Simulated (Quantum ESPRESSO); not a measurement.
# Band-structure run, with input and output: Eu2O3 (part 3 of 3)

Eu2O3 (P-3m1, 5 atoms in the cell); Kohn-Sham DFT of a periodic cell, PBEsol, SSSP 1.3 efficiency PBE, spin-polarised (Quantum ESPRESSO 7.5); cutoff 748.31 eV, 8×8×5 k-mesh, fermi-dirac of 0.05 eV, collinear spins. The structure derives from a Materials Project entry.

Geometry of the input (Å; fractional positions):
```
3.7883  0.0000  0.0000
-1.8941  3.2808  0.0000
0.0000  0.0000  5.8208
Eu 0.3333  0.6667  0.2424
Eu 0.6667  0.3333  0.7576
O  0.3333  0.6667  0.6511
O  0.6667  0.3333  0.3489
O  0.0000  0.0000  0.0000
```

Log, continued:
```
   -25.8905 -25.8521  -6.8841  -6.0115  -4.9818  -4.9818  -4.9202  -4.9202
    -4.7810  -3.6372  -3.0800   8.0709   8.0728   8.0728   9.0715   9.0715
     9.6017  10.0252  10.4253  10.4253  15.6236  15.7465  15.7908  15.7908
    16.0120  16.0919  16.0919  16.1414  16.1561  16.1586  16.1586  16.1627
    16.2789  16.2789  17.5464  17.6135  17.6135  18.0305  19.1970

          k = 0.0000 0.1613 0.0000 (  3395 PWs)   bands (ev):

   -25.9193 -25.8056  -7.0969  -5.8389  -5.7169  -5.0849  -4.8746  -4.7603
    -4.1143  -4.0340  -2.8471   8.2445   8.5608   8.5808   8.7723   8.8521
     9.4503  10.1218  10.3937  10.6701  15.4832  15.7583  15.8069  15.9328
    15.9806  16.0579  16.0787  16.1471  16.1656  16.1687  16.2028  16.2134
    16.2435  16.2750  16.4771  17.1652  17.2605  17.7581  19.0664

          k = 0.0000 0.1613 0.1455 (  3380 PWs)   bands (ev):

   -25.9086 -25.8165  -7.0618  -6.0006  -5.6044  -5.0583  -4.9024  -4.8409
    -4.1017  -3.9092  -2.8630   8.1907   8.4108   8.5255   8.6317   9.0366
     9.5835  10.1656  10.2744  10.6076  15.5268  15.7330  15.8127  15.8935
    15.9705  16.0672  16.0777  16.1336  16.1487  16.1633  16.1873  16.2157
    16.2536  16.2587  16.9247  17.4027  17.4160  17.7040  19.2733

          k = 0.0000 0.1613 0.2909 (  3365 PWs)   bands (ev):

   -25.8807 -25.8449  -6.9711  -6.2140  -5.5119  -5.0028  -4.9731  -4.9589
    -4.0568  -3.6446  -2.9686   8.1177   8.2264   8.2973   8.7187   9.2571
     9.4666  10.1264  10.2724  10.6333  15.6262  15.7055  15.8085  15.8381
    15.9669  16.0785  16.0793  16.1396  16.1608  16.1663  16.1684  16.1788
    16.2552  16.2700  17.4604  17.6766  17.7675  18.1166  19.2677

          k = 0.0000 0.3226 0.0000 (  3369 PWs)   bands (ev):

   -25.8874 -25.7966  -7.1024  -6.6035  -6.1043  -5.1844  -4.9134  -4.8489
    -3.8163  -3.2142  -2.8414   8.0827   8.8145   8.8263   9.1107   9.1474
     9.5923   9.9807  10.3605  10.4614  15.4550  15.7180  15.8573  15.9139
    16.0043  16.0061  16.0978  16.1005  16.1659  16.1721  16.1769  16.2140
    16.2585  16.2824  16.7077  17.4361  17.6303  17.9928  19.0327

          k = 0.0000 0.3226 0.1455 (  3367 PWs)   bands (ev):

   -25.8789 -25.8052  -7.1565  -6.7384  -5.7537  -5.1521  -4.9481  -4.8646
    -4.1517  -3.1229  -2.7105   8.0845   8.6467   8.8280   9.0618   9.2269
     9.4253  10.1951  10.2667  10.3887  15.5522  15.6918  15.8397  15.8542
    16.0123  16.0175  16.0599  16.1101  16.1703  16.1718  16.1979  16.2238
    16.2342  16.2374  17.0444  17.6865  17.7970  17.8389  19.4401

          k = 0.0000 0.3226 0.2909 (  3371 PWs)   bands (ev):

   -25.8565 -25.8278  -7.2166  -6.7858  -5.4638  -5.0811  -5.0443  -5.0215
    -4.1645  -3.1201  -2.6544   8.1777   8.3797   8.6044   8.8879   9.0749
     9.6275  10.0517  10.3753  10.6754  15.6393  15.6888  15.7706  15.8372
    15.9970  16.0323  16.0683  16.1091  16.1670  16.1697  16.1813  16.2134
    16.2236  16.2432  17.4363  17.5450  18.1881  18.6232  19.4640

          k = 0.0000 0.4839 0.0000 (  3354 PWs)   bands (ev):

   -25.8510 -25.7918  -7.2990  -7.1226  -5.9119  -5.2753  -5.0639  -4.9575
    -4.0563  -2.6604  -2.5415   8.2152   8.8136   8.8712   9.1492   9.6595
     9.7679  10.1053  10.3398  10.4044  15.3258  15.6870  15.8836  15.9083
    15.9594  16.0380  16.0522  16.0920  16.1510  16.1570  16.1593  16.2358
    16.2427  16.2753  16.7057  17.6953  17.9879  18.3432  18.9136

          k = 0.0000 0.4839 0.1455 (  3351 PWs)   bands (ev):

   -25.8455 -25.7973  -7.3629  -7.2085  -5.5273  -5.2422  -5.0462  -4.9936
    -4.4107  -2.6530  -2.4102   7.9639   8.8636   9.1012   9.3112   9.4425
     9.4852  10.1452  10.3063  10.4298  15.4541  15.6942  15.8171  15.8899
    15.9711  16.0494  16.0553  16.0652  16.1556  16.1644  16.1796  16.2127
    16.2327  16.2334  16.9688  17.7702  18.1718  18.3480  19.4754

          k = 0.0000 0.4839 0.2909 (  3351 PWs)   bands (ev):

   -25.8308 -25.8119  -7.5043  -7.1801  -5.2071  -5.1630  -5.0767  -5.0523
    -4.5597  -2.7938  -2.2665   7.7130   8.6688   9.0578   9.1168   9.5310
     9.6045  10.1803  10.2093  10.6782  15.5506  15.6686  15.8182  15.8578
    15.9930  16.0286  16.0723  16.0730  16.1611  16.1622  16.1674  16.1744
    16.1985  16.2335  17.3541  17.6380  18.6320  18.9366  19.7098

          k = 0.0000-0.6452 0.0000 (  3338 PWs)   bands (ev):

   -25.8325 -25.7931  -7.3998  -7.3109  -5.4738  -5.4600  -5.3112  -4.9766
    -4.1936  -2.5149  -2.3548   8.3675   8.5994   8.8737   9.3177   9.7110
    10.0046  10.1648  10.2479  10.5024  15.2612  15.6676  15.8873  15.9402
    15.9486  15.9884  16.0698  16.0892  16.1318  16.1498  16.1534  16.2301
    16.2463  16.2687  16.6846  17.7666  18.1494  18.3368  18.8433

          k = 0.0000-0.6452 0.1455 (  3350 PWs)   bands (ev):

   -25.8287 -25.7969  -7.5299  -7.2577  -5.5318  -5.2808  -5.1643  -5.0098
    -4.3250  -2.6436  -2.2201   7.8922   8.8939   8.9627   9.2938   9.5686
     9.8735  10.2926  10.2959  10.4979  15.3441  15.6649  15.9004  15.9050
    15.9599  16.0212  16.0530  16.0887  16.0983  16.1559  16.1633  16.2050
    16.2257  16.2445  16.8912  17.7666  18.3506  18.5765  19.3131

          k = 0.0000-0.6452 0.2909 (  3350 PWs)   bands (ev):

   -25.8189 -25.8066  -7.6427  -7.2738  -5.2952  -5.2008  -5.0945  -5.0006
    -4.5276  -2.7885  -2.0858   7.4979   8.7827   9.1750   9.4158   9.6059
     9.6259  10.1125  10.3406  10.6766  15.4832  15.6220  15.8613  15.9318
    15.9861  16.0326  16.0466  16.0781  16.0928  16.1533  16.1550  16.1678
    16.1850  16.2365  17.2875  17.7199  18.8703  18.9048  19.7729

          k = 0.1397 0.2419 0.0000 (  3363 PWs)   bands (ev):

   -25.8970 -25.7990  -7.0772  -6.3313  -6.1630  -5.1613  -4.9276  -4.8145
    -3.6456  -3.5431  -2.8882   8.1147   8.7005   8.8550   8.8935   9.0919
     9.8150   9.8706  10.1936  10.5990  15.4897  15.7347  15.8292  15.9390
    15.9882  16.0144  16.0893  16.1253  16.1306  16.1818  16.1927  16.2330
    16.2432  16.2834  16.7163  17.3010  17.4237  17.9819  19.0557

          k = 0.1397 0.2419 0.1455 (  3374 PWs)   bands (ev):

   -25.8878 -25.8084  -7.0987  -6.4785  -5.9404  -5.1508  -4.9550  -4.8468
    -3.7913  -3.3928  -2.8698   8.1516   8.5709   8.6574   8.9050   9.2037
     9.3832  10.1421  10.3551  10.5774  15.5291  15.7109  15.8261  15.8972
    15.9867  16.0246  16.0818  16.1130  16.1461  16.1799  16.2038  16.2143
    16.2351  16.2631  17.0251  17.4318  17.6808  18.0353  19.2393

          k = 0.1397 0.2419 0.2909 (  3372 PWs)   bands (ev):

   -25.8636 -25.8328  -7.1188  -6.6217  -5.6192  -5.1043  -5.0307  -4.9862
    -3.8844  -3.2733  -2.8404   8.2210   8.4376   8.5646   8.6916   8.9093
     9.5385  10.2284  10.3916  10.6681  15.6224  15.6970  15.8007  15.8429
    15.9740  16.0579  16.0787  16.1082  16.1247  16.1674  16.2034  16.2200
    16.2297  16.2607  17.4350  17.5547  18.1284  18.4617  19.2649

          k = 0.1397 0.4032 0.0000 (  3350 PWs)   bands (ev):

   -25.8625 -25.7924  -7.2141  -6.8923  -6.1714  -5.3175  -5.0057  -4.9397
    -3.7107  -2.9400  -2.6162   8.2188   8.7879   8.9557   9.1654   9.4228
     9.7719   9.9471  10.2423  10.4821  15.4080  15.7040  15.8428  15.9083
    15.9629  16.0408  16.0606  16.0800  16.1109  16.1788  16.1934  16.2267
    16.2615  16.2893  16.7131  17.5015  17.7059  18.5378  19.0973

          k = 0.1397 0.4032 0.1455 (  3363 PWs)   bands (ev):

   -25.8559 -25.7990  -7.2529  -7.0370  -5.8435  -5.3164  -5.0513  -4.9157
    -3.9759  -2.7678  -2.6156   8.1425   8.7396   8.8818   9.1872   9.3897
     9.4961  10.1171  10.3669  10.4413  15.5127  15.6922  15.7844  15.9009
    15.9808  16.0326  16.0476  16.0902  16.1109  16.1869  16.2002  16.2170
    16.2447  16.2528  16.9386  17.6335  18.0241  18.4355  19.3747

          k = 0.1397 0.4032 0.2909 (  3371 PWs)   bands (ev):

   -25.8386 -25.8164  -7.3510  -7.0829  -5.5404  -5.2215  -5.1528  -4.9747
    -4.0798  -2.7722  -2.5517   8.0595   8.5348   8.7700   8.8660   9.2689
     9.7912  10.1713  10.3665  10.6535  15.6174  15.7035  15.7209  15.8863
    15.9875  16.0286  16.0631  16.0945  16.1052  16.1547  16.1823  16.2207
    16.2335  16.2488  17.3232  17.6473  18.4934  18.7559  19.3126

          k = 0.1397 0.5645 0.0000 (  3338 PWs)   bands (ev):

   -25.8328 -25.7929  -7.3482  -7.2454  -5.9207  -5.4282  -5.1326  -5.0587
    -3.9192  -2.5228  -2.4103   8.4343   8.7063   8.9818   9.2276   9.7403
     9.7648  10.1015  10.3199  10.4451  15.3193  15.6825  15.8337  15.9194
    15.9274  16.0143  16.0644  16.0860  16.0966  16.1539  16.1969  16.2321
    16.2465  16.2852  16.6518  17.6789  17.7811  18.6031  19.2292

          k = 0.1397 0.5645 0.1455 (  3356 PWs)   bands (ev):

   -25.8290 -25.7966  -7.4245  -7.2838  -5.7584  -5.3631  -5.1124  -5.0568
    -4.0723  -2.5278  -2.3547   8.0347   8.9078   9.0140   9.3704   9.4696
     9.6872  10.1590  10.3482  10.5028  15.4158  15.6898  15.7936  15.9311
    15.9524  15.9938  16.0647  16.0830  16.0979  16.1568  16.1806  16.2160
    16.2348  16.2518  16.8293  17.7424  18.1613  18.6588  19.4204

          k = 0.1397 0.5645 0.2909 (  3365 PWs)   bands (ev):

   -25.8191 -25.8064  -7.5516  -7.2830  -5.6725  -5.2225  -5.1272  -4.9746
    -4.1664  -2.6660  -2.2394   7.6842   8.7028   9.1497   9.1993   9.5418
     9.7734  10.0875  10.4206  10.6337  15.5363  15.6420  15.8093  15.9272
    15.9799  15.9993  16.0606  16.0818  16.0932  16.1241  16.1439  16.1905
    16.2321  16.2471  17.1993  17.7477  18.6753  18.9365  19.0945

          k = 0.2794 0.4839 0.0000 (  3350 PWs)   bands (ev):

   -25.8330 -25.7927  -7.3140  -7.1260  -6.2247  -5.4162  -5.1529  -5.0701
    -3.6303  -2.6656  -2.3766   8.5828   8.7351   9.0514   9.3441   9.4224
     9.7943  10.0017  10.2199  10.5049  15.3872  15.6887  15.7926  15.9011
    15.9023  16.0117  16.0327  16.0967  16.1091  16.1812  16.1869  16.2319
    16.2606  16.2958  16.5742  17.5784  17.7621  18.7069  19.1419

          k = 0.2794 0.4839 0.1455 (  3359 PWs)   bands (ev):

   -25.8291 -25.7965  -7.3598  -7.1984  -6.1200  -5.3381  -5.2088  -5.0082
    -3.6690  -2.6431  -2.4012   8.3365   8.6698   8.9884   9.0810   9.6535
     9.8077  10.0865  10.3123  10.5377  15.4588  15.6710  15.7752  15.9187
    15.9350  16.0148  16.0244  16.0828  16.1114  16.1601  16.1939  16.2094
    16.2535  16.2573  16.7485  17.8224  18.0147  18.7625  18.9877

          k = 0.2794 0.4839 0.2909 (  3363 PWs)   bands (ev):

   -25.8191 -25.8065  -7.4299  -7.2904  -5.9742  -5.3144  -5.1347  -4.9657
    -3.7436  -2.5715  -2.4738   8.0369   8.4136   8.9446   9.0631   9.5891
     9.9293  10.2602  10.3085  10.6394  15.5878  15.6649  15.7318  15.9544
    15.9663  15.9972  16.0351  16.0692  16.0956  16.1085  16.1625  16.2072
    16.2556  16.2596  17.1300  17.7685  18.5656  18.8010  18.9084

          k = 0.2794 0.6452 0.0000 (  3362 PWs)   bands (ev):

   -25.8150 -25.7985  -7.2921  -7.2746  -6.2696  -5.3515  -5.2104  -5.1980
    -3.6469  -2.4359  -2.3649   8.7722   8.8782   9.1158   9.2312   9.3896
     9.7082  10.1045  10.1630  10.5907  15.3647  15.6939  15.7510  15.8572
    15.9186  15.9766  16.0478  16.0990  16.1072  16.1734  16.1923  16.2419
    16.2444  16.2900  16.4456  17.6855  17.8223  18.5641  19.0392

          k = 0.2794 0.6452 0.1455 (  3359 PWs)   bands (ev):

   -25.8134 -25.8001  -7.3751  -7.2881  -6.2342  -5.2868  -5.2335  -5.1097
    -3.6357  -2.4727  -2.3793   8.3374   8.7348   9.0703   9.3390   9.5120
     9.8314  10.0472  10.3057  10.5915  15.4314  15.6873  15.7464  15.8804
    15.9447  15.9983  16.0351  16.0848  16.1005  16.1588  16.1779  16.1929
    16.2485  16.2668  16.6344  17.9550  18.0925  18.6511  18.7512

          k = 0.2794 0.6452 0.2909 (  3368 PWs)   bands (ev):

   -25.8092 -25.8041  -7.4628  -7.3446  -6.1656  -5.3865  -5.0537  -4.9906
    -3.6237  -2.5384  -2.4020   7.9631   8.4179   9.0899   9.4458   9.4998
     9.8698  10.1409  10.4568  10.5992  15.5425  15.6655  15.7497  15.9382
    15.9779  16.0105  16.0223  16.0626  16.0682  16.0932  16.1566  16.1835
    16.2563  16.2792  17.0299  17.8159  18.5513  18.6617  18.8490

          k = 0.0000 0.1613-0.1455 (  3380 PWs)   bands (ev):

   -25.9086 -25.8166  -7.0500  -5.9641  -5.6982  -5.0723  -4.8874  -4.8486
    -4.0359  -3.8641  -2.9223   8.1818   8.3286   8.5483   8.7407   9.0004
     9.5707   9.9406  10.4669  10.6758  15.5201  15.7468  15.7981  15.8927
    15.9822  16.0563  16.0880  16.1388  16.1638  16.1679  16.1798  16.1994
    16.2383  16.2791  16.9120  17.2637  17.4670  17.9064  19.2225

          k = 0.0000 0.1613-0.2909 (  3365 PWs)   bands (ev):

   -25.8806 -25.8450  -6.9610  -6.2171  -5.5414  -5.0253  -4.9804  -4.9358
    -4.0275  -3.5887  -3.0251   8.1009   8.1883   8.3300   8.8057   9.2089
     9.3574  10.1361  10.4048  10.5979  15.6094  15.7305  15.7996  15.8374
    15.9728  16.0747  16.1009  16.1220  16.1595  16.1631  16.1655  16.1868
    16.2513  16.2763  17.4430  17.6132  17.8365  18.2873  19.1309

          k = 0.0000 0.3226-0.1455 (  3367 PWs)   bands (ev):

   -25.8787 -25.8054  -7.1499  -6.5428  -6.1452  -5.1666  -4.9322  -4.8669
    -3.5713  -3.3726  -2.8542   8.1451   8.5601   8.7541   8.9005   9.1931
     9.3857  10.2642  10.3964  10.6544  15.4523  15.7213  15.8400  15.9182
    15.9830  16.0115  16.0866  16.1252  16.1586  16.1731  16.1780  16.1979
    16.2441  16.2739  16.9026  17.5255  17.8426  18.4372  19.1294

          k = 0.0000 0.3226-0.2909 (  3371 PWs)   bands (ev):

   -25.8563 -25.8280  -7.2063  -6.7318  -5.7056  -5.1051  -5.0007  -4.9966
    -3.8501  -3.2263  -2.7318   8.2254   8.4262   8.4966   8.8328   8.9300
     9.6153  10.2288  10.4719  10.7007  15.5621  15.7296  15.8224  15.8270
    15.9885  16.0415  16.0716  16.1056  16.1599  16.1715  16.1719  16.1967
    16.2371  16.2590  17.2911  17.5865  18.2888  19.1624  19.1949

          k = 0.0000 0.4839-0.1455 (  3351 PWs)   bands (ev):

   -25.8453 -25.7975  -7.4268  -7.0150  -5.9711  -5.2505  -4.9844  -4.9640
    -3.9445  -2.8969  -2.4058   8.0773   8.6187   8.7806   9.0549   9.5932
     9.8755  10.2488  10.4192  10.5286  15.3449  15.6838  15.8798  15.9293
    15.9748  16.0225  16.0425  16.1052  16.1246  16.1540  16.1639  16.2170
    16.2312  16.2555  16.8610  17.7116  18.1999  18.7901  19.1360

          k = 0.0000 0.4839-0.2909 (  3351 PWs)   bands (ev):

   -25.8304 -25.8123  -7.5158  -7.1141  -5.5733  -5.1767  -5.0625  -4.9961
    -4.1540  -2.9359  -2.2782   7.7403   8.6271   8.8630   9.0094   9.4532
     9.9452  10.0974  10.4234  10.6873  15.4950  15.6622  15.8508  15.8870
    16.0067  16.0180  16.0459  16.0933  16.1296  16.1565  16.1705  16.1727
    16.2083  16.2424  17.2316  17.6679  18.7163  19.1355  19.4918

          k =-0.1397 0.4032-0.1455 (  3363 PWs)   bands (ev):

   -25.8558 -25.7991  -7.2914  -6.8897  -6.0998  -5.2814  -5.0447  -4.9120
    -3.6489  -3.0318  -2.5787   8.2448   8.6306   8.8219   8.8445   9.4400
     9.6977  10.2538  10.4116  10.5044  15.4372  15.6875  15.8432  15.9145
    15.9680  16.0331  16.0527  16.0718  16.1357  16.1590  16.1964  16.2179
    16.2531  16.2613  16.8845  17.6738  17.9251  18.7444  19.1731

          k =-0.1397 0.4032-0.2909 (  3371 PWs)   bands (ev):

   -25.8384 -25.8166  -7.3609  -7.0337  -5.7099  -5.1923  -5.1371  -4.9728
    -3.8804  -2.9085  -2.5331   8.1113   8.5422   8.6362   8.7782   9.2658
     9.9455  10.1139  10.4776  10.6616  15.5718  15.6736  15.7948  15.8872
    15.9837  16.0419  16.0563  16.0755  16.1147  16.1529  16.1744  16.2207
    16.2385  16.2546  17.2710  17.6455  18.5144  18.8864  19.2442

          k =-0.1397 0.5645-0.1455 (  3356 PWs)   bands (ev):

   -25.8289 -25.7968  -7.4723  -7.1830  -5.9420  -5.3230  -5.1092  -5.0361
    -3.9060  -2.6797  -2.3045   8.0680   8.8371   8.9223   9.0892   9.6582
     9.9483  10.1426  10.4048  10.4793  15.3710  15.6654  15.8577  15.9310
    15.9360  16.0188  16.0596  16.0736  16.0899  16.1358  16.1958  16.2219
    16.2300  16.2555  16.8294  17.8002  18.0415  18.7305  19.3440

          k =-0.1397 0.5645-0.2909 (  3365 PWs)   bands (ev):

   -25.8188 -25.8067  -7.5628  -7.2485  -5.7574  -5.2168  -5.1367  -4.9784
    -4.0288  -2.7489  -2.2263   7.6891   8.7073   8.9961   9.1786   9.5704
     9.8564  10.1855  10.4101  10.6325  15.5166  15.6247  15.8396  15.9336
    15.9835  16.0060  16.0557  16.0605  16.0996  16.1093  16.1517  16.1998
    16.2301  16.2480  17.2009  17.7363  18.6245  18.9814  19.1189

     the Fermi energy is    12.0132 ev

!    total energy              =   -1394.35459041 Ry
     total all-electron energy =     -1720.895268 Ry
     estimated scf accuracy    <          1.7E-10 Ry
     smearing contrib. (-TS)   =      -0.00530558 Ry
     internal energy E=F+TS    =   -1394.34928483 Ry

     The total energy is F=E-TS. E is the sum of the following terms:
     one-electron contribution =    -136.50082122 Ry
     hartree contribution      =     112.69730942 Ry
     xc contribution           =     -63.98019497 Ry
     ewald contribution        =    -379.18288547 Ry
     one-center paw contrib.   =    -927.38269259 Ry

     total magnetization       =    12.00 Bohr mag/cell
     absolute magnetization    =    12.98 Bohr mag/cell

     convergence has been achieved in  18 iterations

     Forces acting on atoms (cartesian axes, Ry/au):

     atom    1 type  1   force =     0.00000000    0.00000000    0.00641506
     atom    2 type  1   force =    -0.00000000   -0.00000000   -0.00641506
     atom    3 type  2   force =    -0.00000000    0.00000000   -0.00190634
     atom    4 type  2   force =     0.00000000   -0.00000000    0.00190634
     atom    5 type  2   force =     0.00000000   -0.00000000    0.00000000

     Total force =     0.009464     Total SCF correction =     0.000006

     Computing stress (Cartesian axis) and pressure

          total   stress  (Ry/bohr**3)                   (kbar)     P=      -31.81
  -0.00024504   0.00000000  -0.00000000          -36.05        0.00       -0.00
   0.00000000  -0.00024504  -0.00000000            0.00      -36.05       -0.00
   0.00000000   0.00000000  -0.00015864            0.00        0.00      -23.34

=------------------------------------------------------------------------------=
   JOB DONE.
=------------------------------------------------------------------------------=
```

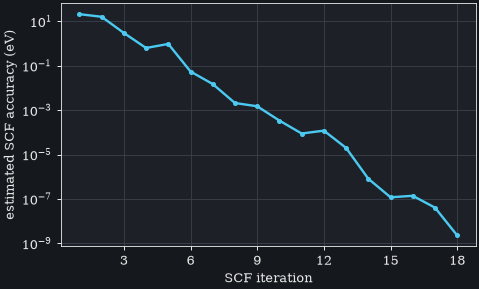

*Convergence of the self-consistent field: estimated SCF accuracy against the iteration.*

The field takes 18 iterations in all.

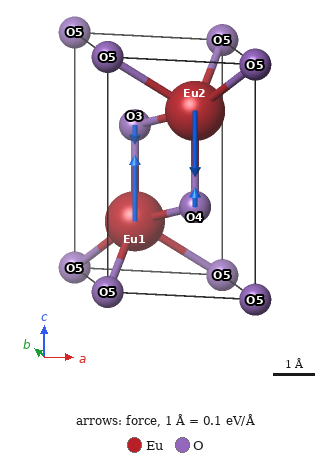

*Forces on the atoms as blue arrows (ball-and-stick view of the cell of the calculation, seen slightly off an axis; atoms are numbered from 1 in the order of the input).*

The largest act on Eu1, Eu2 (0.16 eV/Å). The geometry is not a stationary point of this energy.

Summary:

| quantity | value |
| --- | --- |
| outcome | converged |
| space group (tolerance 0.01 Å) | P-3m1 (164) |
| electrons treated | 52 |
| free energy | −18971.1607 eV |
| Fermi energy | 12.013 eV |
| gap on the k-point mesh | none (metallic) |
| net moment of the cell | 12.00 μB |
| integrated absolute moment | 12.98 μB |
| pressure | −3.18 GPa |
| largest force (length of the vector) | 0.165 eV/Å |
| hardware | 2 threads of AMD EPYC (Zen 4), 16 GiB of memory available, shared host |
| wall time | 4.9 min (CPU time 9.7 min) |
| peak memory | 1.1 GiB |

Further notes kept with the run: potentials made for another functional; eigenvalues not converged. Points of doubt noted for this run: potentials made for another functional.
